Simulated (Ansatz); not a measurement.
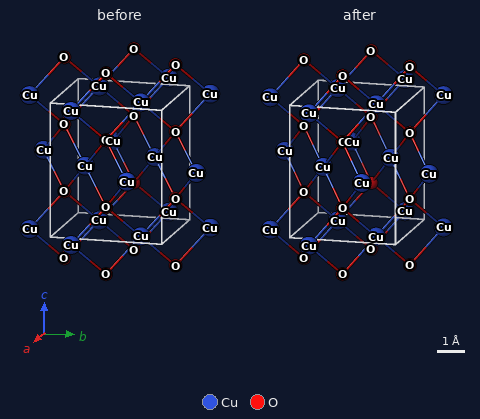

The structure of crystalline CuO (set up in Cccm) before (left) and after (right) a relaxation, at one scale.

Style: ball-and-stick. Shown: the conventional cell (2 times the calculation's cell), slightly off an axis. Lengths and directions refer to the drawn axes.

Method: DFT PBEsol, scalar-relativistic, plane waves, PAW (Ansatz). Settings: plane-wave cutoff 420 eV; k-point mesh 14 × 14 × 8; occupations gaussian; smearing width 0.1 eV; no spin polarisation; cell and atoms relaxed; force threshold 0.005 eV/Å; at most 80 steps.

### What changed between the two?

The atoms keep their places relative to the cell (all moves are under 0.005 Å). The volume changes by −3.5 %, with a 3.982 → 4.085 Å (+2.6 %), b 4.307 → 4.101 Å (−4.8 %), c 5.156 → 5.092 Å (−1.2 %). Among the contacts that change: Cu–O 1.952 → 1.927 Å. Bond angles that change, for instance: Cu–O–Cu 118.7° → 116.0°, Cu–O–Cu 113.1° → 115.7°. The space group stays Cccm (No. 66). After 6 accepted moves (9 points after the start) the energy has fallen by 9.5 meV per atom. All forces vanish by symmetry, so only the cell relaxes. The pressure goes from −6.05 to 0.00 GPa. At 3 points the geometry stayed and the basis and grid were re-selected for the new cell (energy shift of 1.1 meV per atom at most each time). Cost: 62 s on 2 threads of Intel(R) Xeon(R) Platinum 8488C (Sapphire Rapids), with other jobs on the host, peak memory 0.6 GiB.
